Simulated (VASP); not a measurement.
## Run report: W4C5, geometry relaxation (part 3 of 4)

W4C5 (slab, 9 atoms in the cell); Kohn-Sham DFT of a periodic cell, PBE, VASP PAW PBE potentials, recommended, no spin polarisation (VASP 6.6.1); cutoff 520 eV, 11×11×1 k-mesh, Gaussian smearing of 0.05 eV. The structure derives from an entry of the Crystallography Open Database. It belongs to a series of runs on one base structure; here: the (0 0 1) slab of WC, cut from the database cell, not relaxed.

Geometry of the input (Å; fractional positions):
```
2.9005  0.0000  0.0000
-1.4503  2.5119  0.0000
0.0000  0.0000  26.3160
C  0.6667  0.3333  0.2850
C  0.6667  0.3333  0.3925
C  0.6667  0.3333  0.5000
C  0.6667  0.3333  0.6075
C  0.6667  0.3333  0.7150
W  0.0000  0.0000  0.3387
W  0.0000  0.0000  0.4462
W  0.0000  0.0000  0.5538
W  0.0000  0.0000  0.6613
```

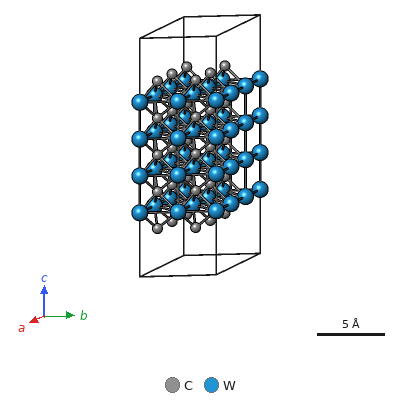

The input geometry (ball-and-stick view of the 3 × 2 repeat of the cell, with the vacuum cut short, seen slightly off an axis).

Parts of OUTCAR, continued:
```
  FORCE on cell =-STRESS in cart. coord.  units (eV):
  Direction    XX          YY          ZZ          XY          YZ          ZX
  --------------------------------------------------------------------------------------
  -------------------------------------------------------------------------------------
  Total       11.4338908     11.4338908     -2.0558099      0.0000000     -0.0000000      0.0000000
  in kB       95.5449949     95.5449949    -17.1789598      0.0000000     -0.0000000      0.0000000
  external PRESSURE =      57.9703433 kB  Pullay stress =       0.0000000 kB

 VOLUME and BASIS-vectors are now :
 -----------------------------------------------------------------------------
  energy-cutoff  :      520.00
  volume of cell :      191.73
      direct lattice vectors                 reciprocal lattice vectors
     2.900501436  0.000000000  0.000000000     0.344767973  0.199051882  0.000000000
    -1.450250718  2.511907927  0.000000000     0.000000000  0.398103764  0.000000000
     0.000000000  0.000000000 26.316000000     0.000000000  0.000000000  0.037999696

 POSITION                                       TOTAL-FORCE (eV/Angst)
 -----------------------------------------------------------------------------------
      1.45025      0.83730      7.50000        -0.000000     -0.000000      4.335014
      1.45025      0.83730     10.32900         0.000000     -0.000000      0.740968
      1.45025      0.83730     13.15800        -0.000000     -0.000000     -0.212570
      1.45025      0.83730     15.94451        -0.000000     -0.000000      1.153503
      1.45025      0.83730     18.60008         0.000000     -0.000000      4.410035
      0.00000      0.00000      8.91450        -0.000000      0.000000     -5.688640
      0.00000      0.00000     11.74350         0.000000     -0.000000      0.173024
      0.00000      0.00000     14.58117        -0.000000     -0.000000      1.369602
      0.00000      0.00000     17.68398         0.000000     -0.000000     -6.280935
 -----------------------------------------------------------------------------------
    total drift:                               -0.000000     -0.000000     -0.000124

  FREE ENERGIE OF THE ION-ELECTRON SYSTEM (eV)
  ---------------------------------------------------
  free  energy   TOTEN  =       -92.0545578071 eV

  energy  without entropy=      -92.0525613840  energy(sigma->0) =      -92.05355960

--------------------------------------- Ionic step        3  -------------------------------------------

 number of electron      75.9999997 magnetization

------------------------ aborting loop because EDIFF is reached ----------------------------------------

  FORCE on cell =-STRESS in cart. coord.  units (eV):
  Direction    XX          YY          ZZ          XY          YZ          ZX
  --------------------------------------------------------------------------------------
  -------------------------------------------------------------------------------------
  Total        6.8812708      6.8812708     -4.3543456     -0.0000000      0.0000000      0.0000000
  in kB       57.5019471     57.5019471    -36.3862077     -0.0000000      0.0000000      0.0000000
  external PRESSURE =      26.2058955 kB  Pullay stress =       0.0000000 kB

 VOLUME and BASIS-vectors are now :
 -----------------------------------------------------------------------------
  energy-cutoff  :      520.00
  volume of cell :      191.73
      direct lattice vectors                 reciprocal lattice vectors
     2.900501436  0.000000000  0.000000000     0.344767973  0.199051882  0.000000000
    -1.450250718  2.511907927  0.000000000     0.000000000  0.398103764  0.000000000
     0.000000000  0.000000000 26.316000000     0.000000000  0.000000000  0.037999696

 POSITION                                       TOTAL-FORCE (eV/Angst)
 -----------------------------------------------------------------------------------
      1.45025      0.83730      7.50000        -0.000000     -0.000000      4.343795
      1.45025      0.83730     10.32900         0.000000      0.000000      0.769742
      1.45025      0.83730     13.15800         0.000000      0.000000     -0.156909
      1.45025      0.83730     15.96293         0.000000      0.000000      0.590004
      1.45025      0.83730     18.69369         0.000000     -0.000000     -0.522031
      0.00000      0.00000      8.91450        -0.000000      0.000000     -5.708206
      0.00000      0.00000     11.74350        -0.000000     -0.000000      0.074441
      0.00000      0.00000     14.57741         0.000000      0.000000      1.040543
      0.00000      0.00000     17.56151        -0.000000     -0.000000     -0.431379
 -----------------------------------------------------------------------------------
    total drift:                                0.000000     -0.000000     -0.000580

  FREE ENERGIE OF THE ION-ELECTRON SYSTEM (eV)
  ---------------------------------------------------
  free  energy   TOTEN  =       -92.6552790710 eV

  energy  without entropy=      -92.6532946251  energy(sigma->0) =      -92.65428685

 dipolmoment           0.000000      0.000000     -0.005723 electrons x Angstroem

[... ionic steps 4 to 9 ...]

--------------------------------------- Ionic step       10  -------------------------------------------

 number of electron      75.9999997 magnetization

------------------------ aborting loop because EDIFF is reached ----------------------------------------

 vacuum level on the upper side and lower side of the slab       (xc-potential included)        -0.057        -0.133

  FORCE on cell =-STRESS in cart. coord.  units (eV):
  Direction    XX          YY          ZZ          XY          YZ          ZX
  --------------------------------------------------------------------------------------
  -------------------------------------------------------------------------------------
  Total        7.2890855      7.2890855     -3.5706360      0.0000000      0.0000000     -0.0000000
  in kB       60.9097685     60.9097685    -29.8372974      0.0000000      0.0000000     -0.0000000
  external PRESSURE =      30.6607465 kB  Pullay stress =       0.0000000 kB

 VOLUME and BASIS-vectors are now :
 -----------------------------------------------------------------------------
  energy-cutoff  :      520.00
  volume of cell :      191.73
      direct lattice vectors                 reciprocal lattice vectors
     2.900501436  0.000000000  0.000000000     0.344767973  0.199051882  0.000000000
    -1.450250718  2.511907927  0.000000000     0.000000000  0.398103764  0.000000000
     0.000000000  0.000000000 26.316000000     0.000000000  0.000000000  0.037999696

 POSITION                                       TOTAL-FORCE (eV/Angst)
 -----------------------------------------------------------------------------------
      1.45025      0.83730      7.50000         0.000000      0.000000      4.343383
      1.45025      0.83730     10.32900         0.000000      0.000000      0.790143
      1.45025      0.83730     13.17075        -0.000000     -0.000000      0.018166
      1.45025      0.83730     16.00724         0.000000     -0.000000     -0.020163
      1.45025      0.83730     18.65368        -0.000000     -0.000000      0.030835
      0.00000      0.00000      8.91450        -0.000000      0.000000     -5.703182
      0.00000      0.00000     11.74350        -0.000000     -0.000000      0.561834
      0.00000      0.00000     14.61779        -0.000000      0.000000      0.041021
      0.00000      0.00000     17.54178         0.000000      0.000000     -0.062037
 -----------------------------------------------------------------------------------
    total drift:                                0.000000     -0.000000      0.000656

  FREE ENERGIE OF THE ION-ELECTRON SYSTEM (eV)
  ---------------------------------------------------
  free  energy   TOTEN  =       -92.7042857292 eV

  energy  without entropy=      -92.7022022102  energy(sigma->0) =      -92.70324397

--------------------------------------- Ionic step       11  -------------------------------------------

 number of electron      75.9999997 magnetization

------------------------ aborting loop because EDIFF is reached ----------------------------------------

  FORCE on cell =-STRESS in cart. coord.  units (eV):
  Direction    XX          YY          ZZ          XY          YZ          ZX
  --------------------------------------------------------------------------------------
  -------------------------------------------------------------------------------------
  Total        7.2537722      7.2537722     -3.5634644     -0.0000000      0.0000000      0.0000000
  in kB       60.6146797     60.6146797    -29.7773694     -0.0000000      0.0000000      0.0000000
  external PRESSURE =      30.4839966 kB  Pullay stress =       0.0000000 kB

 VOLUME and BASIS-vectors are now :
 -----------------------------------------------------------------------------
  energy-cutoff  :      520.00
  volume of cell :      191.73
      direct lattice vectors                 reciprocal lattice vectors
     2.900501436  0.000000000  0.000000000     0.344767973  0.199051882  0.000000000
    -1.450250718  2.511907927  0.000000000     0.000000000  0.398103764  0.000000000
     0.000000000  0.000000000 26.316000000     0.000000000  0.000000000  0.037999696

 POSITION                                       TOTAL-FORCE (eV/Angst)
 -----------------------------------------------------------------------------------
      1.45025      0.83730      7.50000         0.000000     -0.000000      4.343208
      1.45025      0.83730     10.32900         0.000000      0.000000      0.794691
      1.45025      0.83730     13.17296         0.000000      0.000000     -0.016046
      1.45025      0.83730     16.00598        -0.000000     -0.000000      0.013810
      1.45025      0.83730     18.65442        -0.000000      0.000000     -0.034861
      0.00000      0.00000      8.91450         0.000000      0.000000     -5.702182
      0.00000      0.00000     11.74350         0.000000      0.000000      0.596223
      0.00000      0.00000     14.61951         0.000000      0.000000     -0.031635
      0.00000      0.00000     17.53948        -0.000000      0.000000      0.036792
 -----------------------------------------------------------------------------------
    total drift:                                0.000000     -0.000000     -0.000790

  FREE ENERGIE OF THE ION-ELECTRON SYSTEM (eV)
  ---------------------------------------------------
  free  energy   TOTEN  =       -92.7043291211 eV

  energy  without entropy=      -92.7022429343  energy(sigma->0) =      -92.70328603

--------------------------------------- Ionic step       12  -------------------------------------------

 number of electron      75.9999997 magnetization

 dipolmoment           0.000000      0.000000      0.002611 electrons x Angstroem

 Free energy of the ion-electron system (eV)
  ---------------------------------------------------
  ext. energy  EPLUGINS =         0.00000000
  ---------------------------------------------------
  free energy    TOTEN  =       -92.70437408 eV

  energy without entropy =      -92.70228902  energy(sigma->0) =      -92.70333155

 E-fermi :   1.7000     XC(G=0):  -7.1050     alpha+bet : -8.6401

 val. band max:        1.6102134715   @ k =   0.0000   0.0000   0.0000
 cond. band min:       1.7443442264   @ k =   0.4545   0.0909   0.0000
 fundamental gap:      0.1341307549
 Fermi energy:         1.6999897200

 k-point     1 :       0.0000    0.0000    0.0000
  band No.  band energies     occupation
      1     -72.2845      2.00000
      2     -72.2516      2.00000
      3     -72.1434      2.00000
      4     -72.1344      2.00000
      5     -36.8652      2.00000
      6     -36.6267      2.00000
      7     -36.3947      2.00000
      8     -36.2872      2.00000
      9     -36.1594      2.00000
     10     -36.1594      2.00000
     11     -36.1204      2.00000
     12     -36.1204      2.00000
     13     -36.0966      2.00000
     14     -36.0966      2.00000
     15     -36.0162      2.00000
     16     -36.0162      2.00000
     17     -12.5171      2.00000
     18     -11.8524      2.00000
     19     -10.7188      2.00000
     20      -9.2628      2.00000
     21      -8.3750      2.00000
     22      -5.7075      2.00000
     23      -4.2575      2.00000
     24      -3.3210      2.00000
     25      -2.8122      2.00000
     26      -1.6410      2.00000
     27      -1.6410      2.00000
     28      -1.3792      2.00000
     29      -1.3792      2.00000
     30      -0.8139      2.00000
     31      -0.8139      2.00000
     32      -0.1256      2.00000
     33      -0.1256      2.00000
     34       0.4636      2.00000
     35       0.4636      2.00000
     36       1.6102      1.98889
     37       1.7592      0.09381
     38       1.7592      0.09381
     39       1.8583      0.00001
     40       2.8149      0.00000
     41       2.8781      0.00000
     42       2.8781      0.00000
     43       4.1061      0.00000
     44       4.1061      0.00000
     45       4.2398      0.00000

 k-point     2 :       0.0909    0.0000    0.0000
  band No.  band energies     occupation
      1     -72.2798      2.00000
      2     -72.2469      2.00000
      3     -72.1385      2.00000
      4     -72.1296      2.00000
      5     -36.8521      2.00000
      6     -36.6148      2.00000
      7     -36.3841      2.00000
      8     -36.2777      2.00000
      9     -36.2275      2.00000
     10     -36.1900      2.00000
     11     -36.1748      2.00000
     12     -36.1654      2.00000
     13     -36.1361      2.00000
     14     -36.1122      2.00000
     15     -36.0838      2.00000
     16     -36.0314      2.00000
     17     -12.3040      2.00000
     18     -11.6540      2.00000
     19     -10.5539      2.00000
     20      -9.1395      2.00000
     21      -8.4049      2.00000
     22      -5.5650      2.00000
     23      -4.1384      2.00000
     24      -3.1707      2.00000
     25      -2.7005      2.00000
     26      -1.9180      2.00000
     27      -1.7405      2.00000
     28      -1.4321      2.00000
     29      -1.2188      2.00000
     30      -1.1703      2.00000
     31      -0.7595      2.00000
     32      -0.4161      2.00000
     33      -0.2733      2.00000
     34       0.1447      2.00000
     35       0.4807      2.00000
     36       0.9636      2.00000
     37       1.1402      2.00000
     38       1.3195      2.00000
     39       1.7954      0.00697
     40       2.7921      0.00000
     41       2.8011      0.00000
     42       3.7380      0.00000
     43       4.0006      0.00000
     44       4.5176      0.00000
     45       4.7182      0.00000
```
